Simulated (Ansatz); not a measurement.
System: a (100) slab cut from IrO2 (P4_2/mnm), ended by Ir above and O below, 18 atoms in the cell.

```
O Ir
1.0
     3.15357    0.00000    0.00000
     0.00000    4.47149    0.00000
     0.00000    0.00000   34.55944
O Ir
12 6
Direct
  0.50000 0.80878 0.31829
  0.00000 0.30878 0.33350
  0.00000 0.69122 0.38298
  0.50000 0.19122 0.39820
  0.50000 0.80878 0.44768
  0.00000 0.30878 0.46289
  0.00000 0.69122 0.51237
  0.50000 0.19122 0.52758
  0.50000 0.80878 0.57706
  0.00000 0.30878 0.59227
  0.00000 0.69122 0.64176
  0.50000 0.19122 0.65697
  0.50000 0.50000 0.35824
  0.00000 0.00000 0.42294
  0.50000 0.50000 0.48763
  0.00000 0.00000 0.55232
  0.50000 0.50000 0.61702
  0.00000 0.00000 0.68171
```

Method: DFT PBEsol, scalar-relativistic, plane waves, PAW, no spin polarisation, 11×8×1 k mesh, 420 eV cutoff (Ansatz 0.2.0).

What does the potential across the slab give for the work function?

The work function is 4.96 eV at the right face and 8.10 eV at the left. The vacuum level is 3.14 eV higher at the left than at the right, so the slab carries a dipole along its normal; the ramp in the vacuum, at or near the edge of the plot, is the dipole correction that keeps each side flat. The outermost atoms are 12.6 Å apart, which leaves 22.0 Å of vacuum in a cell 34.6 Å high.

The atoms aren't at rest in this cell (largest force 6.5 eV/Å), so the relaxed material can differ. Spin-orbit coupling is left out, which matters for Ir.

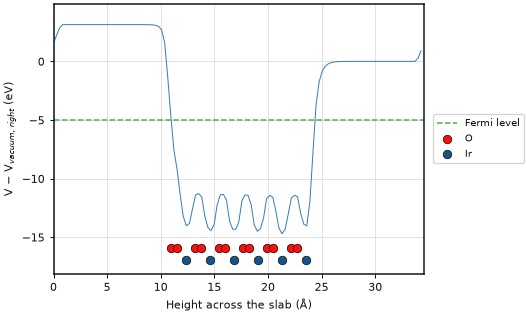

Plane-averaged electrostatic potential energy of an electron across the slab; circles at the bottom mark the heights of the atoms.
